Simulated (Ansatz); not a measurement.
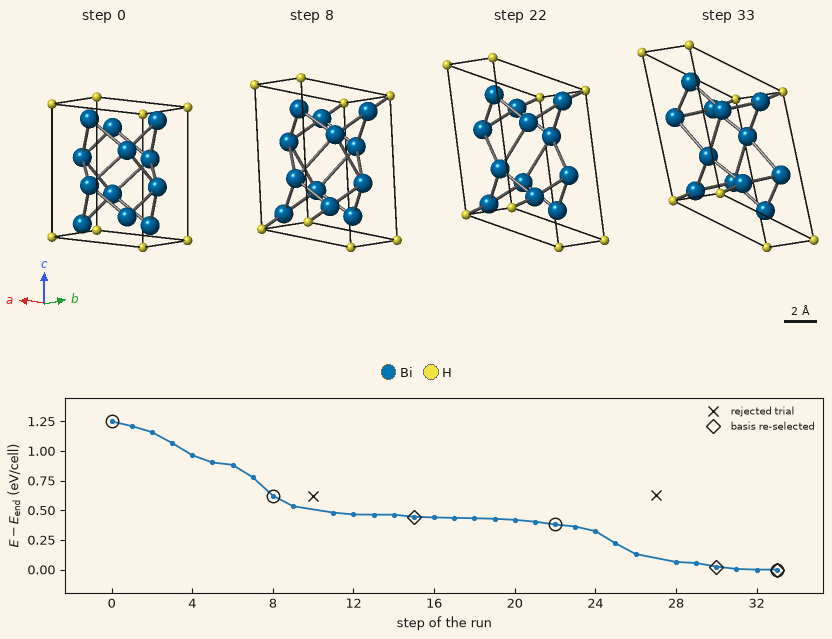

Frames of a relaxation of a crystal of Bi$_{8}$H (set up in P2/m) (coarse preliminary run), marked on the history of the run. A ball-and-stick model of the cell of the calculation, reduced to other axes, seen from a free direction. Lengths and directions refer to the drawn axes.

Case: 1 H put on empty site 1 of 4 host cells, relaxed.

Method: DFT PBE, scalar-relativistic, plane waves, PAW in Ansatz 0.2.0. Settings: plane-wave cutoff 420 eV; k-point mesh 6 × 6 × 2; occupations gaussian; smearing width 0.1 eV; no spin polarisation; cell and atoms relaxed; force threshold 0.0325 eV/Å; at most 70 steps.

Describe the path.

Answer. Over 28 accepted moves (33 points after the start) the energy falls by 1.249 eV per cell of the calculation. Largest force component: 0.17 eV/Å at the start, 0.021 eV/Å at the end. The pressure goes from −0.20 to −0.03 GPa. The line search rejected the trial steps at points 10, 27 of the run. The SCF was repeated 3 times at an unchanged geometry on a basis and grid sized afresh for the cell, which shifted the energy by 30.0 meV per cell of the calculation at most. The largest moves relative to the cell, 0.89 Å, are those of Bi atoms. H stays in place. Cell: a 7.564 → 8.130 Å (+7.5 %), b 4.367 → 4.593 Å (+5.2 %), c 8.508 → 9.600 Å (+12.8 %), β 90.0° → 57.8°. Volume +7.9 %. Among the contacts that change: Bi–Bi 3.299 → 6.149 Å, Bi–Bi 3.299 → 5.954 Å, Bi–Bi 3.299 → 5.687 Å, Bi–Bi 3.299 → 5.634 Å. New bonds form: Bi–Bi (5.47 → 3.21 Å), Bi–H (2.74 → 2.02 Å). Bonds break: Bi–Bi (3.30 → 5.63 Å), Bi–Bi (3.30 → 5.69 Å), Bi–Bi (3.30 → 5.95 Å), Bi–Bi (3.30 → 6.15 Å). Among the angles between lasting bonds that change: Bi–Bi–Bi 135.1° → 87.4°, Bi–Bi–Bi 135.1° → 87.8°, Bi–Bi–Bi 135.1° → 97.4°. The space group stays P2/m (No. 10). The run took 12 min on 2 threads of Arm Neoverse V2, with other jobs on the host, peak memory 0.88 GiB. From step 0 to 8: Bi atoms move most (0.59 Å), volume +8.5 %, energy −0.625 eV per cell of the calculation. From step 8 to 22: Bi atoms move most (0.42 Å), volume +2.9 %, energy −0.243 eV per cell of the calculation. From step 22 to 33: Bi atoms move most (0.64 Å), volume −3.4 %, energy −0.381 eV per cell of the calculation.
